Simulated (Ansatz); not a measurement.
SiC₂

Input

```
crystal:
  lattice:
    - [-1.419306401, 1.9601624053, 3.2775885153]
    - [1.419306401, -1.9601624053, 3.2775885153]
    - [1.419306401, 1.9601624053, -3.2775885153]
  atoms:
    - { symbol: Si, position: [0.0, 0.0, 0.0] }
    - { symbol: C, position: [0.3295735462, 0.5, 0.8295735462] }
    - { symbol: C, position: [0.6704264538, 0.5, 0.1704264538] }
basis:
  ecutwfc: 420
kpoints:
  mp_grid: { grid: [20, 20, 20] }
hamiltonian:
  xc: pbe
scf:
  occupations: { method: gaussian, width: 0.1 }
output:
  forces: true
  stress: true
  eigenvalues: true
  write_density: true
  write_potential: true
  elf: true
  volumetric_format: npy
relax:
  adjacent_minimum: "off"
  f_tol: 0.01
  max_steps: 80
  cell: { stress_tol: 0.05 }
```

Command:

```sh
ansatz run input.yaml --threads 1 --pin off --max-ram 2560MiB --backend cpu --events-out ev --progress --plain --runs-dir out
```

Below, planes, directions and counts refer to the conventional cell (a = 2.82 Å, b = 3.93 Å, c = 6.69 Å, α = 90.00°, β = 90.00°, γ = 90.00°).

The fields are those of the relaxed geometry.

Space group Immm; a structure generated by program, which may or may not match a known phase.

All numbers below come from DFT PBE, scalar-relativistic, plane waves, PAW in Ansatz.

In a PAW calculation such maps are meaningful between the atoms, not at the nuclei.

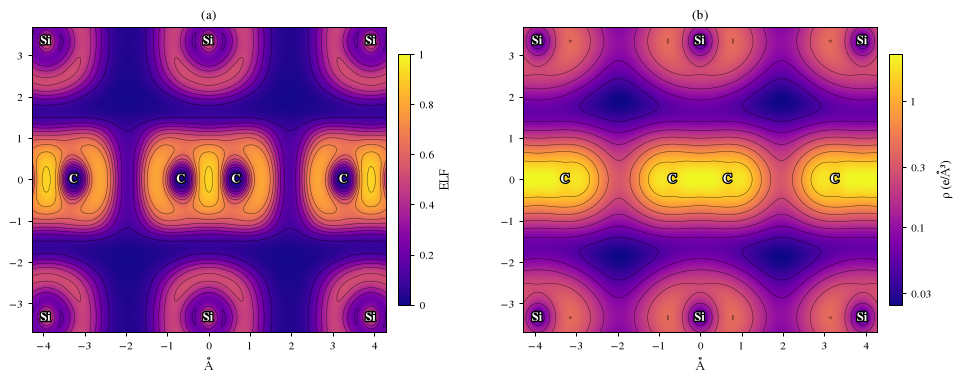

Figure 1. (a) electron localisation function; (b) valence pseudo-density on the (100) plane of the conventional cell.

### What do the fields say about this system?

The section cuts through Si and C sites.
C–C (1.33 Å): the density is about 2.3 e/Å³ at the midpoint; the ELF peaks at about 0.90 between the atoms.
Between the atoms the lowest density in this plane is 0.02 e/Å³.

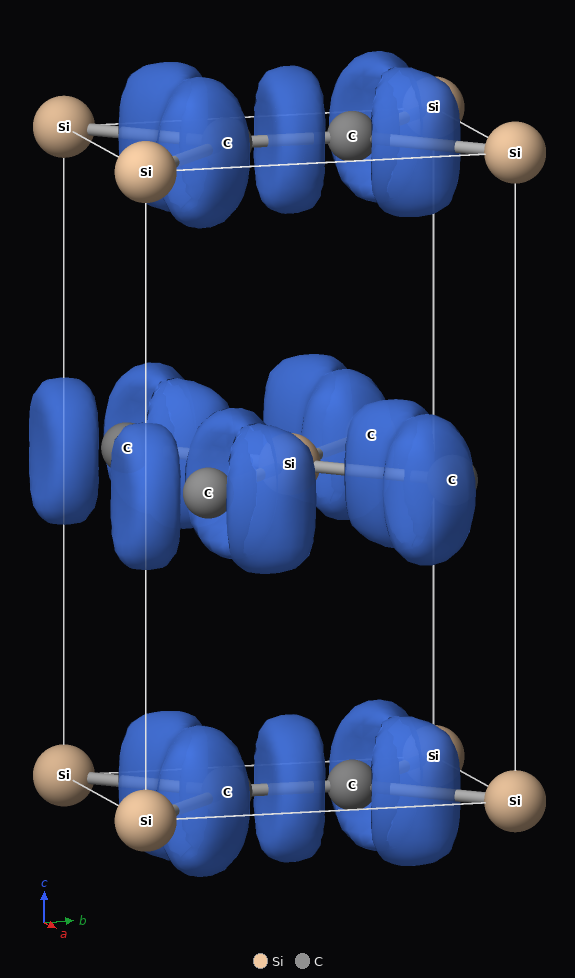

Figure 2. Isosurface of the electron localisation function at 0.75 (blue), seen slightly off an axis. Only the valence region is drawn (cores and ρ < 0.01 e/Å³ removed). Sticks mark near contacts.

### What do the ELF domains correspond to?

The ELF exceeds this value in two regions between bonded C–C atoms and four regions on C in which the atom's valence shell and bonds are merged, counted in one cell of 6 atoms. Any copies at cell faces, edges or corners count once. Along the contacts the grid gives the following. Si–C (1.92 Å): the ELF peaks at about 0.90 between the atoms.

### Does the calculation make it a metal, or give it a gap?

It is metallic or semimetallic at this level of theory: no gap opens.
